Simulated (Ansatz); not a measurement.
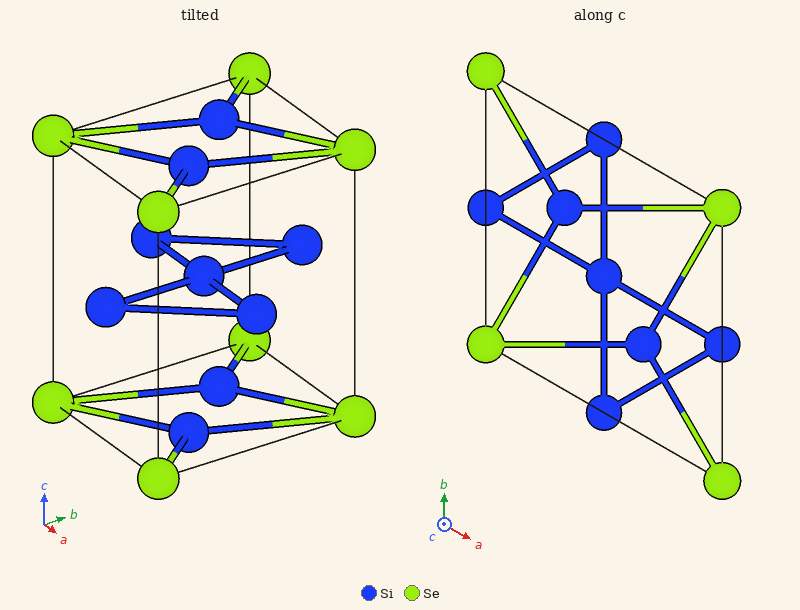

The figure gives a ball-and-stick picture of the atoms, viewed slightly off an axis and along the c axis. One conventional unit cell is framed, with atoms on its boundary repeated. Cell: a = 5.05 Å, b = 5.05 Å, c = 4.56 Å, α = 90.00°, β = 90.00°, γ = 120.00°.

The structure was taken from a structure type filled with these elements by a generator (whether the compound takes this form wasn't checked). Earlier steps of the study may have refined or changed the cell and positions. It was run through Ansatz as a DFT input.

Characterise what is shown.

Answer. The formula is Si$_{5}$Se. The atoms follow space group P6/mmm (No. 191); the Bravais lattice is primitive hexagonal. Among the common structure types it is CaCu₅ type. It has 6 atoms to the cell (5 Si, 1 Se). Counting contacts within bonding distance, the coordination numbers are Si 3 to 4 (mean 3.6) and Se 6.

Theory: Ansatz 0.2.0, DFT PBE, scalar-relativistic, plane waves, PAW. Numerical settings: a 420 eV plane-wave basis, the zone sampled with 12×12×10 points, Gaussian smearing of 0.1 eV, no spin polarisation.

Is it conducting or gapped at this level?

Answer. A metal: bands cross the Fermi level.

Give the Bader charge of each element.

Answer. Si +0.05 to +0.15 e; Se -0.47 e.

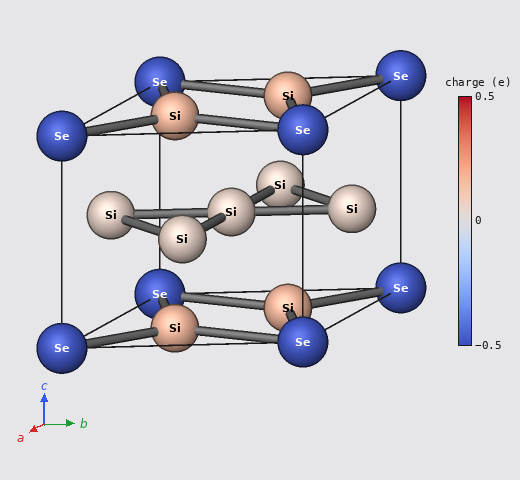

The atoms coloured by those charges. The run's cell of 6 atoms is drawn.

Does this geometry sit at a stationary point of the energy?

Answer. Yes. All forces vanish to within 0.01 eV/Å. The pressure is 0.0 GPa, close to zero.
